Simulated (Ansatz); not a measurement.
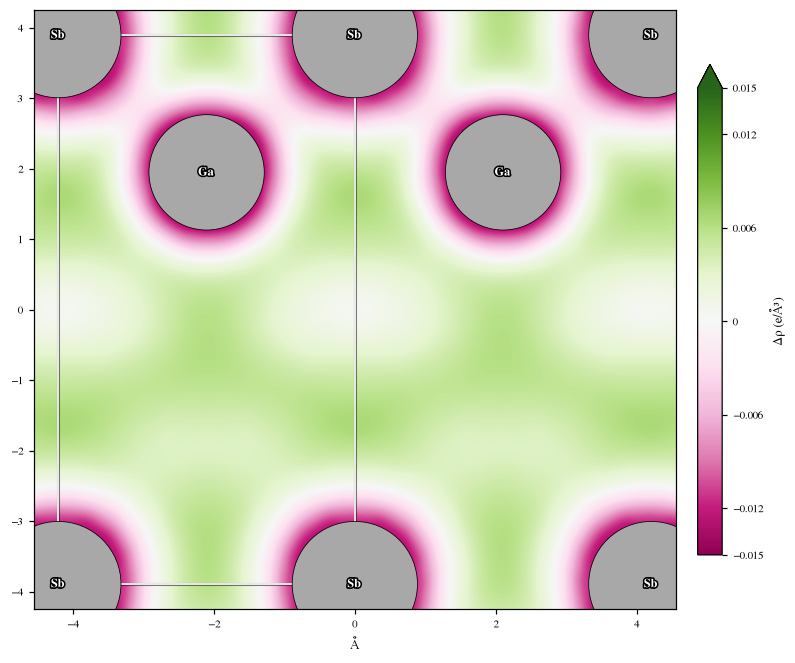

GaSb. Difference of the valence pseudo-densities of two functionals at the same geometry, on the (110) plane of the calculation cell: HSESOL less B3LYP.

Space group I-4m2; a structure from a database of computed crystals, not necessarily the ambient phase.

Both computed with Ansatz (plane waves, PAW), on the same k-point mesh. Grey discs cover the atomic cores.

Question: Where does the change of functional move the electrons?

Answer: Against B3LYP, HSESOL gives less density around Sb (−0.008 e/Å³ on average at 1.0 Å from the nucleus), less density around Ga (−0.008 e/Å³ on average at 1.0 Å from the nucleus) and more density in the space between the atoms (+0.004 e/Å³ on average).
